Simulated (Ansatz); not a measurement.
**Run report: PbSe, geometry relaxation (part 2 of 2)**

PbSe (F-43m, 2 atoms in the cell); DFT, PBEsol, plane waves, PAW, no spin polarisation (Ansatz 0.2.0); cutoff 420 eV, 6×6×6 k-mesh, Fermi–Dirac smearing of 0.02 eV. The structure was built on a prototype by a generator. The geometry comes from this level: PBE.

Geometry of the input (Å; fractional positions):
```
0.0000  3.4488  3.4488
3.4488  0.0000  3.4488
3.4488  3.4488  0.0000
Pb 0.0000  0.0000  0.0000
Se 0.2500  0.2500  0.2500
```

```
basis re-selected at this cell: Δ(F+E_penalty+E_count) = +2.858e-4 eV, ΔP = -0.001 GPa vs the last step (what re-selecting the basis moved, of the pressure what is left beyond the Pulay correction that the steps carried, after the strain that the cell walked since its last selection, with what the two solves' SCF thresholds leave and, on support functions, any second-order correction that the steps lacked; it is no measure of the basis error at this ecutwfc). This SCF's stress stands 2.64e-2 GPa from its target on what of the cell is left free (relax.cell.stress_tol is 5.00e-2 GPa) and its largest allowed force component is 4.39e-16 eV/Å (relax.f_tol is 5.00e-3 eV/Å): within both
SCF converged after 6 iterations
Free energy (F): -17179.684091 eV
Harris-Foulkes:  -17179.684091 eV  (|F-HF|=3.64e-12)
Internal energy: -17179.684091 eV  (E = F + TS)
E sigma→0 (E₀):  -17179.684091 eV
Fermi energy:    5.542706 eV
--- Per-component energies (eV) ---
  E_band       = -530.977170
  E_kinetic    = 405.700025
  E_local      = -4292.675498  (includes V_loc(G=0)·N_el)
  E_nonlocal   = -241.111973
  E_hartree    = 1970.406230
  E_xc         = -322.222089
  E_vxc        = -230.378464  (∫ρ·V_xc dr)
  E_paw        = -12120.963804  (= ΣΔE_a)
  E_vpaw       = -113.323218  (= ΣTr[D̂ρ^β])
  E_aug_tail   = -0.000490  (compensation charges beyond the density's cutoff)
  E_ewald      = -2579.887059
  E_core_change = 1.070567  (= ΣΔE_core)
  E_smearing   = -0.000000  (= −TS)
  E_closure    = 0.000000  (closes the sum)
  Σ components = -17179.684091   (vs F -17179.684091, Δ=0.00e0)
--- Forces (eV/Å), atoms counted from 1 ---
  atom   1  Pb    -0.00000000     0.00000000     0.00000000
  atom   2  Se     0.00000000    -0.00000000    -0.00000000
  max |Σ_I F_I| component: 3.05e-16 eV/Å
--- Stress (GPa, compression-positive) ---
       -0.026440      -0.000000      -0.000000
       -0.000000      -0.026440      -0.000000
       -0.000000       0.000000      -0.026440
  P = ⅓ Tr σ = -0.0264 GPa (-0.264 kbar)
--- Band table (eV; the first three rows and the last of 16) ---
  k-point 0: bands = ["-41.7253", "-41.7253", "-41.7253", "-41.7238", "-41.7238", "-11.4251", "-11.4251", "-11.4251", "-11.3873", "-11.3873", "-7.6270", "-1.0181", "3.6353", "3.6353", "3.6353", "7.3999", "7.3999", "7.3999", "9.9000"]
  k-point 1: bands = ["-41.7253", "-41.7253", "-41.7253", "-41.7238", "-41.7238", "-11.4330", "-11.4224", "-11.4224", "-11.3871", "-11.3871", "-7.4898", "-1.4380", "3.4718", "3.4718", "3.6251", "7.3357", "7.6674", "7.6674", "11.0206"]
  k-point 2: bands = ["-41.7253", "-41.7253", "-41.7253", "-41.7238", "-41.7238", "-11.4487", "-11.4179", "-11.4179", "-11.3859", "-11.3859", "-7.1737", "-2.2335", "3.1974", "3.1974", "3.3875", "8.0598", "8.0598", "8.1792", "11.6899"]
  k-point 15: bands = ["-41.7253", "-41.7253", "-41.7253", "-41.7238", "-41.7238", "-11.4715", "-11.4097", "-11.4036", "-11.3918", "-11.3827", "-6.7309", "-2.9920", "2.1374", "2.1780", "5.2207", "6.7551", "8.8561", "9.9834", "11.1357"]
--- Relaxed structure (3 steps of the walk, 3 accepted, 1 SCFs on fresh bases) ---
  F+E_penalty+E_count = -17179.68409052 eV   max|allowed force component| = 4.395e-16 eV/Å   (the final SCF, on the basis selected at the relaxed cell)
  cell:  # Å, volume = 78.1256 Å³
    - [3.554021992944673e-33, 3.3930300760762697, 3.3930300760762697]
    - [3.3930300760762697, -4.624050119852748e-33, 3.3930300760762697]
    - [3.3930300760762697, 3.3930300760762697, -5.273710054046935e-33]
  atoms:
    - { symbol: Pb, position: [3.371561982118878e-33, -3.1435336355021425e-33, -3.706624042453674e-33] }
    - { symbol: Se, position: [0.25, 0.25, 0.25] }
```

## File rho_z.tsv
```
# z_ang	rho[e/angstrom^3]
# format = ansatz-planar-average/11
# lattice	0.000000000	3.393030076	3.393030076
# lattice	3.393030076	-0.000000000	3.393030076
# lattice	3.393030076	3.393030076	-0.000000000
# sites	2
# site	82	-0.000000000	-0.000000000	0.000000000
# site	34	1.696515038	1.696515038	1.696515038
0.000000	6.391879e-1
0.133291	6.416299e-1
0.266582	6.171095e-1
0.399872	5.843644e-1
0.533163	5.689881e-1
0.666454	5.997776e-1
0.799745	6.993431e-1
0.933036	8.581850e-1
1.066326	1.010946e0
1.199617	1.061259e0
1.332908	9.595640e-1
1.466199	7.502554e-1
1.599490	5.261528e-1
1.732781	3.518011e-1
1.866071	2.392502e-1
1.999362	1.721116e-1
2.132653	1.316427e-1
2.265944	1.050442e-1
2.399235	8.500412e-2
2.532525	6.924212e-2
2.665816	5.770653e-2
2.799107	4.982752e-2
2.932398	4.525025e-2
3.065689	4.396420e-2
3.198979	4.602621e-2
3.332270	5.219446e-2
3.465561	6.359210e-2
3.598852	8.193956e-2
3.732143	1.101217e-1
3.865433	1.514979e-1
3.998724	2.086301e-1
4.132015	2.812889e-1
4.265306	3.656042e-1
4.398597	4.545776e-1
4.531888	5.378313e-1
4.665178	6.029900e-1
```

## File v_z.tsv
```
# z_ang	v_es[eV]	v_tot[eV]
# format = ansatz-planar-average/11
# xc	pbesol
# density_cutoff_ev	1680
# datasets	Pb=:simpson_from_first_knot:soft:shift=-1150160	Se=:simpson_from_first_knot:soft:shift=-935943
# lattice	0.000000000	3.393030076	3.393030076
# lattice	3.393030076	-0.000000000	3.393030076
# lattice	3.393030076	3.393030076	-0.000000000
# sites	2
# site	82	-0.000000000	-0.000000000	0.000000000
# site	34	1.696515038	1.696515038	1.696515038
0.000000	-8.312882e-3	-1.040054e1
0.133291	-4.984147e-1	-1.112541e1
0.266582	-9.815018e-1	-1.174872e1
0.399872	-1.256568e0	-1.206754e1
0.533163	-1.179732e0	-1.195268e1
0.666454	-7.175561e-1	-1.139154e1
0.799745	8.576434e-2	-1.044432e1
0.933036	1.126227e0	-9.219962e0
1.066326	2.232318e0	-7.884737e0
1.199617	3.198863e0	-6.634045e0
1.332908	3.902329e0	-5.589277e0
1.466199	4.394862e0	-4.709058e0
1.599490	4.821358e0	-3.859437e0
1.732781	5.252889e0	-2.981970e0
1.866071	5.732356e0	-2.053869e0
1.999362	6.319744e0	-1.027802e0
2.132653	7.025009e0	1.029788e-1
2.265944	7.754143e0	1.241124e0
2.399235	8.341683e0	2.211076e0
2.532525	8.695463e0	2.899885e0
2.665816	8.860409e0	3.335366e0
2.799107	8.898252e0	3.561355e0
2.932398	8.827970e0	3.579174e0
3.065689	8.660953e0	3.433488e0
3.198979	8.398777e0	3.170670e0
3.332270	8.051006e0	2.754361e0
3.465561	7.577754e0	2.068704e0
3.598852	6.854577e0	9.895491e-1
3.732143	5.839668e0	-4.848311e-1
3.865433	4.656426e0	-2.201912e0
3.998724	3.497525e0	-3.944107e0
4.132015	2.507480e0	-5.539883e0
4.265306	1.738076e0	-6.903026e0
4.398597	1.169361e0	-8.019626e0
4.531888	7.425817e-1	-8.927609e0
4.665178	3.842374e-1	-9.688294e0
```

## Trajectory as extended XYZ (Å, eV, eV/Å), 4 frames, from step=1 to step=4
```
2
Lattice="0.0000 3.4488 3.4488 3.4488 0.0000 3.4488 3.4488 3.4488 0.0000" Properties=species:S:1:pos:R:3:forces:R:3 step=1 energy=-17179.66427 pressure_GPa=-1.53
Pb    0.0000    0.0000    0.0000    0.0000   0.0000   0.0000
Se    1.7244    1.7244    1.7244    0.0000   0.0000   0.0000
2
Lattice="0.0000 3.3823 3.3823 3.3823 0.0000 3.3823 3.3823 3.3823 0.0000" Properties=species:S:1:pos:R:3:forces:R:3 step=2 energy=-17179.68380 pressure_GPa=0.30
Pb    0.0000    0.0000    0.0000    0.0000   0.0000   0.0000
Se    1.6912    1.6912    1.6912    0.0000   0.0000   0.0000
2
Lattice="0.0000 3.3930 3.3930 3.3930 0.0000 3.3930 3.3930 3.3930 0.0000" Properties=species:S:1:pos:R:3:forces:R:3 step=3 energy=-17179.68438 pressure_GPa=-0.03
Pb    0.0000    0.0000    0.0000    0.0000   0.0000   0.0000
Se    1.6965    1.6965    1.6965    0.0000   0.0000   0.0000
2
Lattice="0.0000 3.3930 3.3930 3.3930 0.0000 3.3930 3.3930 3.3930 0.0000" Properties=species:S:1:pos:R:3:forces:R:3 step=4 energy=-17179.68409 pressure_GPa=-0.03
Pb    0.0000    0.0000    0.0000    0.0000   0.0000   0.0000
Se    1.6965    1.6965    1.6965    0.0000   0.0000   0.0000
```

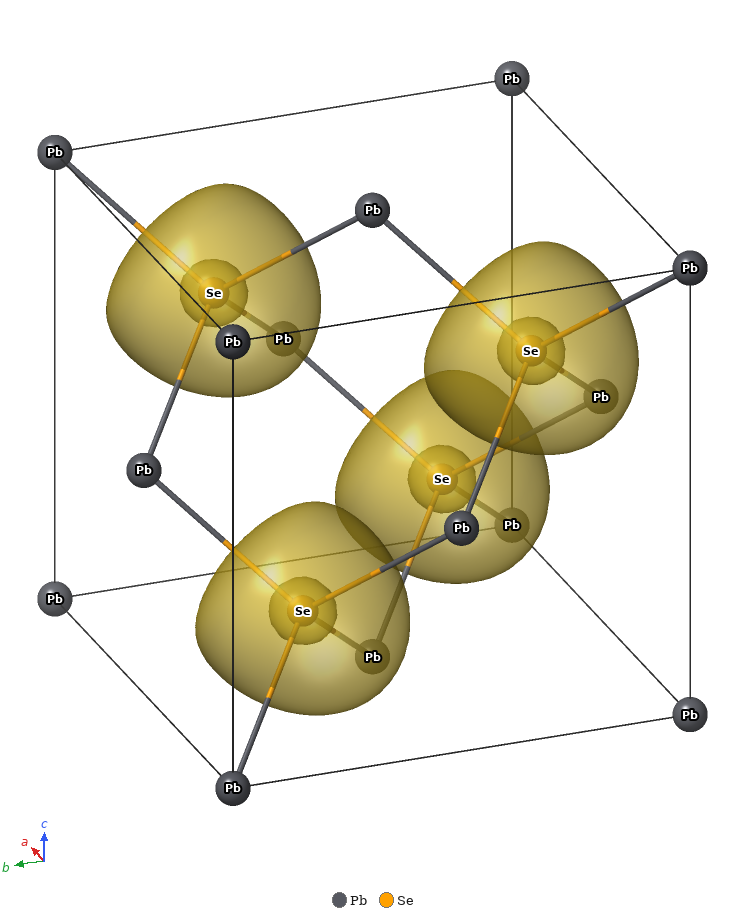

Figure 1. Isosurface of the ELF at 0.55 (yellow), seen at an oblique angle. Core shells and regions of very low density are left out. Sticks mark near contacts. The outline is the cell set on symmetry axes. Profiles from the grid: Pb–Se (2.94 Å): the ELF peaks at about 0.80 in the valence shell of Se, 0.8 Å from its nucleus, and drops to about 0.25 between the two atoms. The fields are those of the smooth PAW valence density.

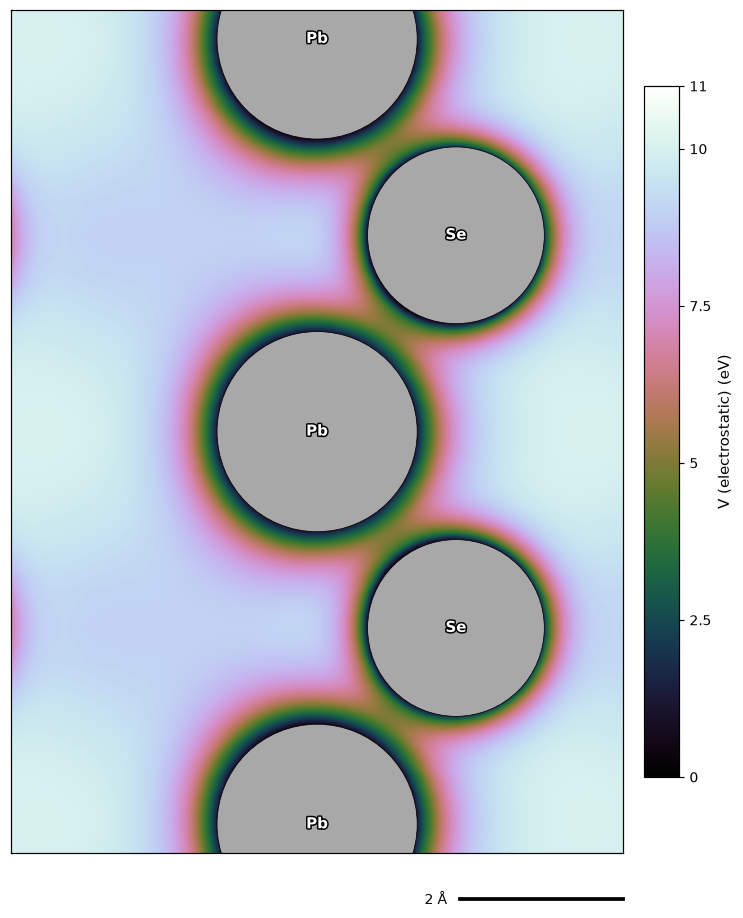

Figure 2. Electrostatic potential energy of an electron on the (101) plane of the conventional cell. Grey discs, where drawn, cover atomic cores. Atoms in the plane: Pb and Se. Outside the cores the potential energy rises away from the atoms and is highest about 2.9 Å from the nearest atoms; outside the discs it spans about 9 eV, and its zero is arbitrary.
